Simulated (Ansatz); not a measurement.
## Single-point calculation, with input and output: Cu

- system: Cu (Fm-3m, 3 atoms in the cell)
- method: DFT PBEsol, scalar-relativistic, plane waves, PAW, no spin polarisation (Ansatz 0.2.0)

The structure derives from an entry of the Crystallography Open Database. It belongs to a series of runs on one base structure; here: bulk in the cell of the (1 1 1) plane. Figures and captions count atoms from 1; the log counts them from 0 in places.

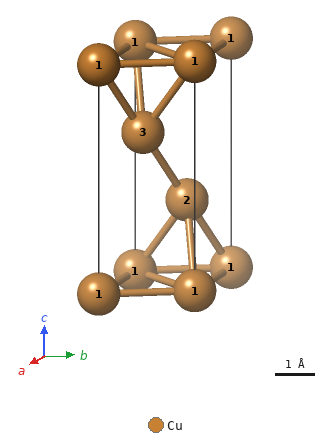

Figure 1. The structure (ball-and-stick view of the cell of the calculation, seen slightly off an axis; atoms are numbered from 1 in the order of the input). Near neighbours in the crystal (not all of them lie inside the picture): Cu has 12 Cu at 2.52 Å.

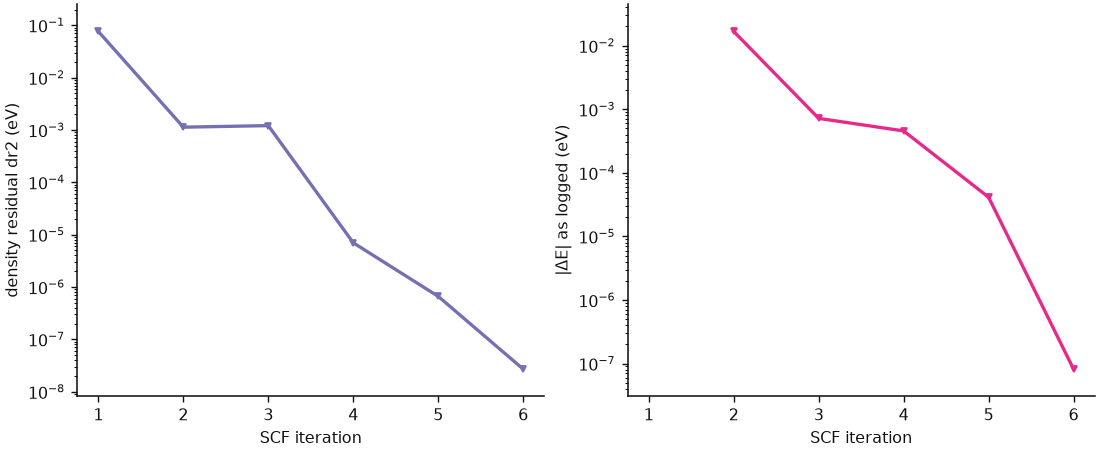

Figure 2. Convergence of the self-consistent field: density residual dr2 and size of the energy change against the SCF iteration. The residual falls almost steadily, with no more than small rises.

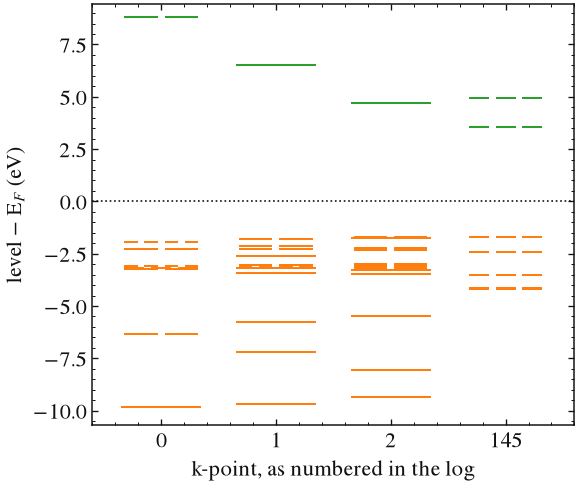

Figure 3. Kohn–Sham levels near the Fermi level (dotted) at the few k-points that the log prints; levels within 0.02 eV of each other stand side by side. The system is metallic on the full mesh.

The input that produced these results follows, with the program's output.

### Input file
```yaml
crystal:
  lattice:
    - [2.5196845636, 0.0, 0.0]
    - [-1.2598422818, 2.1821108416, 0.0]
    - [0.0, 0.0, 6.1719414936]
  atoms:
    - { symbol: Cu, position: [0.0, 0.0, 0.0] }
    - { symbol: Cu, position: [0.3333333333, 0.6666666667, 0.3333333333] }
    - { symbol: Cu, position: [0.6666666667, 0.3333333333, 0.6666666667] }
basis:
  ecutwfc: 420
kpoints:
  mp_grid: { grid: [15, 15, 6] }
hamiltonian:
  xc: pbesol
scf:
  occupations: { method: gaussian, width: 0.1 }
output:
  forces: true
  stress: true
  eigenvalues: true
```

Command:
```bash
ansatz run input.yaml --threads 4 --pin off --max-ram 12288MiB --backend cpu --events-out ev --progress --plain --runs-dir out
```

### What the program printed
```
Engine: ansatz 0.2.0, x86_64-unknown-linux-gnu
Pseudopotentials: kind: paw
Pseudopotential: Cu, paw, valence charge 19, recommended cutoff 420 eV (normal), Cu.paw.azcp
Functional definition: PBEsol
  exchange = pbesol_x
  correlation = pbesol_c
Crystal: 3 atoms, lattice volume = 33.935 Å³
Basis set: ecut = 420 eV, 675 PW (Γ), exchange–correlation on 36×36×90 points (8 copies of the dense FFT grid, shifted against one another)
Bands: 35, of which v1, the nominal top of the filled ones, is band 29 counted from 1 (28 counted from 0)
Symmetry: 36 space group operations
Space group: Fm-3m (ITA 225), of the structure as read, at distance tolerance 3.2e-5 Å
k-points: 146 of 1350
Non-local potential: Cu, projectors of the file, l = 0: 3, l = 1: 2, l = 2: 3, l = 3: 1
PAW form: soft (Blöchl's): semilocal exchange-correlation on the pseudo side does not see the compensation charge
PAW frozen core: Cu, regenerated for the run's functional, and the local potential with it (the file was generated under x = pbe(κ = 0.804, μ = 0.2195149727645171), c = pbe(β = 0.06672455060314922))
PAW one-centre angular grid: Cu, 590 points (default); XC on 64 Gauss nodes
Initial density: superposition of atomic densities (neutral atoms: chi_scale 0, normalization atom), corrected by the library's trained network
Initial wavefunctions: pseudopotential atomic-orbital guess
Functional: x = pbesol(κ = 0.804, μ = 0.12345679012345678), c = pbesol(β = 0.046)
SCF iter   1: F=—  HF=-19766.340955 eV  |F-HF|=—  |Δ(HF+E_count)|=         —  Δρ=2.09e-2  dr2=7.61e-2  ethr=1.77e-3  ⟨swp⟩=5.1  Hψ=16712  notcnv=0  defer=66
preconditioner: auto → Kerker (q_TF=auto, 2.975 Å⁻¹)  [metal: Δε(μ)=0.023 eV  Ē_g=11.557 eV  σ=0.100 eV  W_gap=0.13  n_scr=10 (ndim 8)  ℏωp=36.6 eV  f_vac=0.000  D(μ)=0.84/eV (n_scr^D=4)]
SCF iter   2: F=—  HF=-19766.324261 eV  |F-HF|=—  |Δ(HF+E_count)|=   1.67e-2  Δρ=2.27e-3  dr2=1.13e-3  ethr=1.33e-4  ⟨swp⟩=2.0  Hψ=9011  notcnv=0  defer=241
SCF iter   3: F=—  HF=-19766.323543 eV  |F-HF|=—  |Δ(HF+E_count)|=   7.18e-4  Δρ=2.34e-3  dr2=1.21e-3  ethr=1.98e-6  ⟨swp⟩=2.5  Hψ=8581  notcnv=0  defer=241
SCF iter   4: F=—  HF=-19766.323087 eV  |F-HF|=—  |Δ(HF+E_count)|=   4.56e-4  Δρ=2.43e-4  dr2=6.99e-6  ethr=1.98e-6  ⟨swp⟩=2.4  Hψ=6683  notcnv=0  defer=241
SCF iter   5: F=—  HF=-19766.323128 eV  |F-HF|=—  |Δ(HF+E_count)|=   4.13e-5  Δρ=5.27e-5  dr2=6.62e-7  ethr=1.23e-8  ⟨swp⟩=2.0  Hψ=9045  notcnv=0  defer=241
SCF iter   6: F=-19766.323128 eV  HF=-19766.323128 eV  |F-HF|=6.44e-9  |Δ(HF+E_count)|=   8.20e-8  Δρ=1.03e-5  dr2=2.70e-8  ethr=1.75e-10  ⟨swp⟩=7.3  Hψ=21429  notcnv=0
SCF 1 converged in 6 iterations: F = -19766.323128 eV  dr2 = 2.70e-8
  greatest PAW one-centre occupation: 1.000 electrons in one spin orbital (limit 2), on the Cu atom at site 2 (counted from 0), in its partial waves of l = 0
SCF converged after 6 iterations
Free energy (F): -19766.323128 eV
Harris-Foulkes:  -19766.323128 eV  (|F-HF|=6.44e-9)
Internal energy: -19766.318983 eV  (E = F + TS)
E sigma→0 (E₀):  -19766.321056 eV
Entropy (-TS):   -0.004146 eV (-1.382 meV/atom)
Fermi energy:    17.566700 eV
--- Per-component energies (eV) ---
  E_band       = -1036.596387
  E_kinetic    = 901.922161
  E_local      = -11908.679941  (includes V_loc(G=0)·N_el)
  E_nonlocal   = 1173.013809
  E_hartree    = 5244.930166
  E_xc         = -268.233570
  E_vxc        = -347.707285  (∫ρ·V_xc dr)
  E_paw        = -4877.247767  (= ΣΔE_a)
  E_vpaw       = -1345.017233  (= ΣTr[D̂ρ^β])
  E_aug_tail   = 0.000652  (compensation charges beyond the density's cutoff)
  E_ewald      = -10032.643100
  E_core_change = 0.618607  (= ΣΔE_core)
  E_smearing   = -0.004146  (= −TS)
  E_closure    = -0.000000  (closes the sum)
  Σ components = -19766.323128   (vs F -19766.323128, Δ=0.00e0)
--- Forces (eV/Å), atoms counted from 1 ---
  atom   1  Cu     0.00000000     0.00000000     0.00000000
  atom   2  Cu     0.00000000     0.00000000     0.00000000
  atom   3  Cu     0.00000000    -0.00000000     0.00000000
  max |Σ_I F_I| component: 4.42e-27 eV/Å
--- Stress (GPa, compression-positive) ---
       -0.371877      -0.000000       0.000000
        0.000000      -0.371877      -0.000000
       -0.000000      -0.000000       0.694383
  P = ⅓ Tr σ = -0.0165 GPa (-0.165 kbar)
--- Band table (eV; the first three rows and the last of 146) ---
  k-point 0: bands = ["-94.8322", "-94.8194", "-94.8194", "-52.3762", "-52.3762", "-52.2996", "-52.2996", "-52.2996", "-52.2996", "-52.2852", "-52.2852", "-52.2795", "7.7485", "11.2175", "11.2175", "14.3441", "14.3441", "14.3889", "14.3889", "14.3915", "14.4761", "14.4761", "14.4761", "14.4761", "15.2915", "15.2915", "15.6144", "15.6144", "15.6144", "15.6144", "26.3792", "26.3792", "39.6684", "39.6684", "40.3706"]
  k-point 1: bands = ["-94.8317", "-94.8222", "-94.8171", "-52.3933", "-52.3552", "-52.3022", "-52.3022", "-52.2965", "-52.2965", "-52.2858", "-52.2858", "-52.2833", "7.8647", "10.3759", "11.8193", "14.1247", "14.3651", "14.4120", "14.4120", "14.4135", "14.4135", "14.5370", "14.5370", "14.9420", "15.2822", "15.2822", "15.4520", "15.4520", "15.7652", "15.7652", "24.0960", "28.9318", "39.2745", "39.8498", "40.1358"]
  k-point 2: bands = ["-94.8302", "-94.8251", "-94.8156", "-52.4044", "-52.3328", "-52.3039", "-52.3039", "-52.2946", "-52.2931", "-52.2931", "-52.2874", "-52.2874", "8.2094", "9.5126", "12.1008", "14.1190", "14.2934", "14.3690", "14.3690", "14.4720", "14.4720", "14.5659", "14.5659", "15.2633", "15.2633", "15.3229", "15.3229", "15.8191", "15.8701", "15.8701", "22.2807", "31.6728", "37.4500", "39.0156", "40.1126"]
  k-point 145: bands = ["-94.8109", "-94.8109", "-94.8109", "-52.3850", "-52.3850", "-52.3850", "-52.3544", "-52.3544", "-52.3544", "-52.3184", "-52.3184", "-52.3184", "13.3999", "13.3999", "13.3999", "13.4302", "13.4302", "13.4302", "14.0397", "14.0397", "14.0397", "15.1293", "15.1293", "15.1293", "15.8704", "15.8704", "15.8704", "21.1423", "21.1423", "21.1423", "22.4855", "22.4855", "22.4855", "29.5273", "29.5273"]
```

### Summary

| quantity | value |
| --- | --- |
| outcome | converged |
| space group (tolerance 0.01 Å) | Fm-3m (225) |
| electrons treated | 57 |
| free energy | −19766.3231 eV |
| Fermi energy | 17.567 eV |
| gap on the k-point mesh | none (metallic) |
| pressure | −0.02 GPa |
| largest force (length of the vector) | under 0.001 eV/Å |
| hardware | 4 threads of Intel Xeon (Sapphire Rapids), 64 GiB of memory available, shared host |
| wall time | 1.4 s (CPU time 4.7 s) |
| peak memory | 0.47 GiB |
